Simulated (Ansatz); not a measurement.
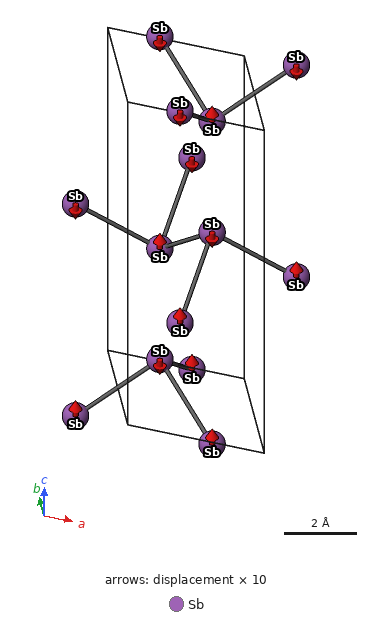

A relaxation of a crystal of Sb (a generated structure, set up in P6_3/mmc). The starting structure is drawn; red arrows show the displacements (the part carried along by the change of the cell is left out), magnified 10 times.

The picture is a ball-and-stick view of the cell of the calculation, seen from a free direction.

Case: N → Sb on all its sites, cell and atoms relaxed.

Computed with DFT PBE+D3(BJ), scalar-relativistic, plane waves, PAW (Ansatz). Settings: plane-wave cutoff 420 eV; k-point mesh 12 × 12 × 4; occupations gaussian; smearing width 0.1 eV; no spin polarisation; cell and atoms relaxed; force threshold 0.01 eV/Å; at most 60 steps.

> What happened in the run?

After 5 accepted moves (7 points after the start) the energy has fallen by 21.8 meV per cell of the calculation. The largest force component goes from 0.022 to 0.0008 eV/Å. Pressure: 0.18 GPa at the start and 0.01 GPa at the end. The line search rejected the trial step at point 2 of the run. The SCF was repeated once at an unchanged geometry on a basis and grid sized afresh for the cell, which shifted the energy by 1.3 meV per cell of the calculation at most. The largest moves relative to the cell, 0.051 Å, are those of Sb atoms. Cell: a = b 4.108 → 4.070 Å (−0.9 %), c 10.452 → 11.212 Å (+7.3 %). Volume +5.3 %. Among the contacts that change: Sb–Sb 2.880 → 2.872 Å. The space group stays P6_3/mmc (No. 194).
